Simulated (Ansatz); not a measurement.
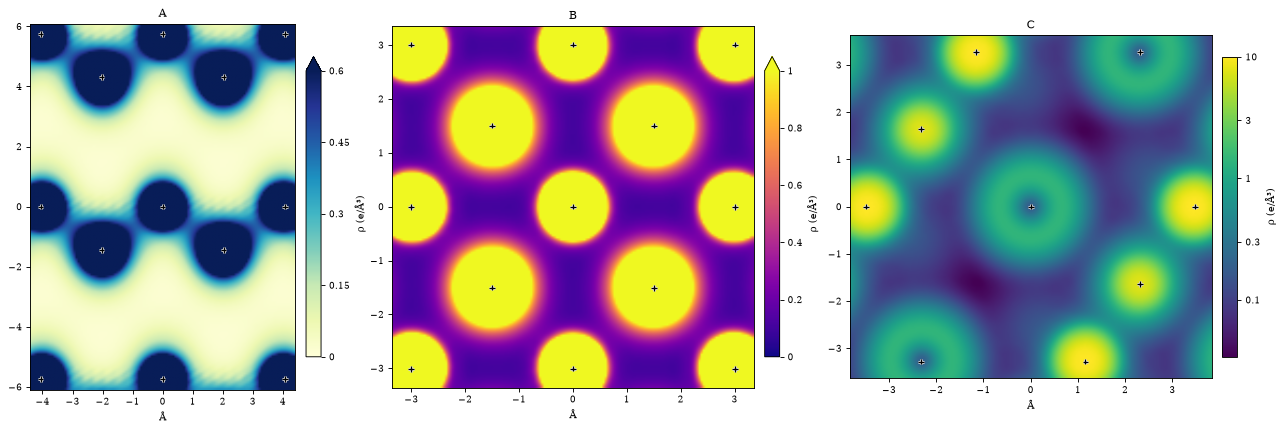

The valence pseudo-density of 3 systems, each on a plane through atoms (crosses mark nuclei in the plane).

Level of theory: DFT PBE, scalar-relativistic, plane waves, PAW in Ansatz 0.2.0.

System 1: GaAs, the (101̄) plane of the calculation cell. Space group F-43m.

```
Ga As
1.0
     0.00000    5.74538   -5.74538
     5.74538    5.74538    0.00000
     5.74538    0.00000   -5.74538
Ga As
8 8
Direct
  0.50000 0.50000 0.00000
  0.50000 0.00000 0.00000
  0.00000 0.50000 0.00000
  0.00000 0.00000 0.00000
  0.50000 0.50000 0.50000
  0.50000 0.00000 0.50000
  0.00000 0.50000 0.50000
  0.00000 0.00000 0.50000
  0.37500 0.37500 0.37500
  0.37500 0.87500 0.37500
  0.87500 0.37500 0.37500
  0.87500 0.87500 0.37500
  0.37500 0.37500 0.87500
  0.37500 0.87500 0.87500
  0.87500 0.37500 0.87500
  0.87500 0.87500 0.87500
```

System 2: Mg8O7 (cell charge +2, with a compensating background) (cell with a defect), the (110) plane of the calculation cell. 

```cif
data_structure
_symmetry_space_group_name_H-M 'P 1'
_symmetry_Int_Tables_number 1
_cell_length_a 6.0156
_cell_length_b 6.0156
_cell_length_c 6.0156
_cell_angle_alpha 60.000
_cell_angle_beta 60.000
_cell_angle_gamma 60.000
_cell_volume 153.93
loop_
_atom_site_label
_atom_site_type_symbol
_atom_site_fract_x
_atom_site_fract_y
_atom_site_fract_z
_atom_site_occupancy
Mg1 Mg 0.98351 0.01294 0.51750 1
Mg2 Mg 0.98346 0.48090 0.51747 1
Mg3 Mg 0.49957 0.99683 0.50147 1
Mg4 Mg 0.51556 0.48080 0.51752 1
Mg5 Mg 0.98355 0.01292 0.98537 1
Mg6 Mg 0.99953 0.49685 0.00146 1
Mg7 Mg 0.51564 0.01284 0.98541 1
Mg8 Mg 0.51558 0.48074 0.98544 1
O1 O 0.24952 0.24686 0.25147 1
O2 O 0.74955 0.74692 0.25141 1
O3 O 0.74951 0.24693 0.25143 1
O4 O 0.24956 0.74686 0.75146 1
O5 O 0.24954 0.24682 0.75150 1
O6 O 0.74960 0.74688 0.75140 1
O7 O 0.74955 0.24685 0.75146 1
```

System 3: BaTiO3, the (001) plane of the calculation cell. Space group Pm-3m; computed without spin polarisation.

### Which map belongs to which system?

Panel A is system 1, GaAs: the plane holds Ga and As. Ga–As (2.49 Å): ρ is about 0.47 e/Å³ halfway. Panel B is system 2, Mg8O7: the plane holds Mg and O. Mg–O (2.13 Å): the density is about 0.31 e/Å³ at the midpoint. Panel C is system 3, BaTiO3: the plane holds Ba, Ti and O. Ti–O (2.01 Å): ρ at the midpoint is about 0.62 e/Å³.
